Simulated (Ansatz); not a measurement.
# A defect in a wire: Al wire along [110], 4 atoms a period, O placed on top of one Al, part 2 of 5

Wanted: the relaxed defect and the transmission past it, beside the channels of the perfect wire.

Ansatz 0.2.0; DFT PBE, plane waves, PAW; relaxation of a wire's period (the session's first sound run).

So far. Step 2 (The relaxed wire): The cell's length comes to 2.578 Å with spin left out.

### Step 3. The perfect wire

This step: DFT PBE, plane waves, PAW; channels and complex bands of a perfect wire (Ansatz 0.2.0).

At the relaxed period the Bloch states of the perfect wire are found at each energy: those that move forward count the open channels, and those that decay describe how a disturbance dies away inside the wire itself. An energy step of 0.035 eV is under the 0.039 eV that the program asks for its thermal average at 300 K.

File input.yaml:

```yaml
crystal:
  lattice:
    - [10.84, 0.0, 0.0]
    - [0.0, 9.657, 0.0]
    - [0.0, 0.0, 2.5781267298]
  atoms:
    - { symbol: Al, position: [0.309573755, 0.499985057, 0.0] }
    - { symbol: Al, position: [0.690426245, 0.499985057, 0.0] }
    - { symbol: Al, position: [0.5, 0.354680823, 0.5] }
    - { symbol: Al, position: [0.5, 0.645289291, 0.5] }
kpoints:
  mp_grid: { grid: [1, 1, 32] }
scf:
  occupations: { method: fermi_dirac, width: 0.05 }
hamiltonian:
  xc: pbe
output:
  transmission:
    e_range: [-1.26, 1.26]
    de: 0.035
    kmesh: [1, 1]
    reduced_basis: true
    leads: [[0, 0]]
basis:
  ecutwfc: "350 eV"
```

Launch:

```sh
> ansatz run input.yaml --threads 4 --pin off --max-ram 16384MiB --backend cpu --events-out ev --progress --plain --runs-dir out
```

Numbers of over 12 decimals in the logs are rounded to 6 here.

The program printed:

```text
Warning: basis.ecutwfc = 350 eV is below the records' recommended 420 eV, and the density's cutoff is lower with it unless basis.ecutrho_ratio is high enough to keep the records' density cutoff: compare with a run at a higher cutoff
[...]
Crystal: 4 atoms, lattice volume = 269.883 Å³
Basis set: ecut = 350 eV, 3979 PW (Γ)
Bands: 10, of which v1, the nominal top of the filled ones, is band 6 counted from 1 (5 counted from 0)
Symmetry: 8 space group operations
[...]
k-points: 17 of 32
[...]
SCF iter   1: F=—  HF=-2147.235522 eV  |F-HF|=—  |Δ(HF+E_count)|=         —  Δρ=1.82e-3  dr2=1.46e-2  ethr=1.77e-3  ⟨swp⟩=8.2  Hψ=1516  notcnv=0
[...]
SCF iter   6: F=-2147.237990 eV  HF=-2147.237990 eV  |F-HF|=3.79e-10  |Δ(HF+E_count)|=   2.58e-7  Δρ=1.32e-6  dr2=5.64e-9  ethr=8.33e-10  ⟨swp⟩=5.2  Hψ=711  notcnv=0
SCF 1 converged in 6 iterations: F = -2147.237990 eV  dr2 = 5.64e-9
[...]
transmission: 3 of 18 steps passed
transmission: 6 of 18 steps passed
[...]
transmission: 18 of 18 steps passed
SCF converged after 6 iterations
Free energy (F): -2147.237990 eV
[...]
Internal energy: -2147.220745 eV  (E = F + TS)
E sigma→0 (E₀):  -2147.229368 eV
Entropy (-TS):   -0.017245 eV (-4.311 meV/atom)
Fermi energy:    -1.153289 eV
[...]
--- Band table (eV; the first three rows and the last of 17) ---
[...]
--- Transmission ---
  basis      : 765 plane waves across, 3 finite elements along
  points     : 1, standing for a mesh of 1 x 1
  filling    : by the input's occupations and mesh, since the crystals that have channels conduct as metals do. If one of these is a semiconductor, that mesh has misplaced its level
  energies   : 73 from -1.260000 to 1.260000 eV about the Fermi level, 0.035000 eV apart; the leads are filled to 0.000000 eV, and channels, transmission and decay are at 0.000000 eV
  crystal 0  : Al4, at the sites [0, 0], period 2.5781 Å: whole cells are its period
    offset         : up to 0.0000 Å between an atom of the period and one for which it stands
    filled         : 0.4 meV under the level at which it is neutral
    channels       : 6.000000e0 a spin
    conductance    : 3.9452e14 S/m² at 300 K; may be off by some 0.0 % by where its bands' edges are placed, 0.1 % from the distance to neutral
```

The job ended after 33 s (4 threads of Arm Neoverse V1, shared host; peak memory 0.79 GiB).

Numbers from this step:

- energy at zero smearing: -2147.2294 eV
- channels at the energy nearest the Fermi level, one spin: 6
- conductance of the lead as this run defines it: 5.330 G₀
- band gap: 0 eV

The open channels of the lead, one spin by energy, zero at the Fermi level:

```
energy (eV)  open channels of the lead, one spin
     -1.190                                    2
     -1.015                                    2
     -0.805                                    3
     -0.595                                    4
     -0.385                                    4
     -0.210                                    6
      0.000                                    6
      0.210                                    4
      0.385                                    5
      0.595                                    5
      0.805                                    8
      1.015                                    8
      1.190                                    8
```

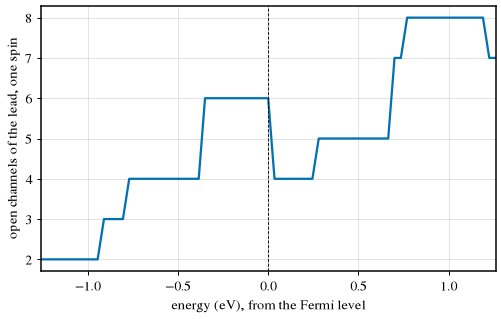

Open channels of the lead, one spin against energy.

The slowest values at each energy, most degenerate partners merged, listed up to 1.5 1/Å. Table of Im kz of the slowest decaying states by energy, zero at the Fermi level:

```
energy (eV)  decay 1 (Å⁻¹)  decay 2 (Å⁻¹)  decay 3 (Å⁻¹)  decay 4 (Å⁻¹)
     -1.190         0.0522         0.0749          0.078          0.275
     -1.015         0.0595         0.0753         0.0812          0.159
     -0.805        0.00838         0.0767         0.0891          0.666
     -0.595         0.0617         0.0942          0.620          0.907
     -0.385         0.0189         0.0926          0.570          0.875
     -0.210         0.0861          0.525          0.847          0.853
      0.000         0.0704          0.464          0.812          0.820
      0.210         0.0375         0.0432          0.395          0.776
      0.385         0.0461          0.326          0.744          0.754
      0.595         0.0295          0.216          0.704          0.716
      0.805          0.661          0.675          0.693          0.872
      1.015          0.616          0.632          0.651          0.840
      1.190          0.575          0.593          0.613          0.811
```

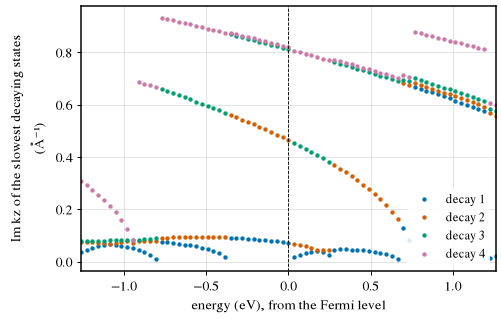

Im kz of the slowest decaying states against energy.

By hand: the program gives 3.9452 × 10^14 S/m² over the cell's cross-section of 104.68 Å² = 1.047 × 10^-18 m², so one cell conducts 4.130 × 10^-4 S. Divided by G0 = 2e²/h = 7.748 × 10^-5 S this is 5.33 G0, a resistance of 2.42 kΩ.

At the computed energy nearest the Fermi level there are 6 channels a spin, and the thermal average gives 5.33 G₀.

(Continued in part 3 of 5.)

[Logs are printed without paths, hosts, clocks, repeated set-up lines and the standing remarks that a program may print on its own settings, such as how far it seeks lower states.]

[Hosts, paths, dates, database ids (printed as entryN), source tags and the programs' standing remarks are cut or masked in the printed files.]
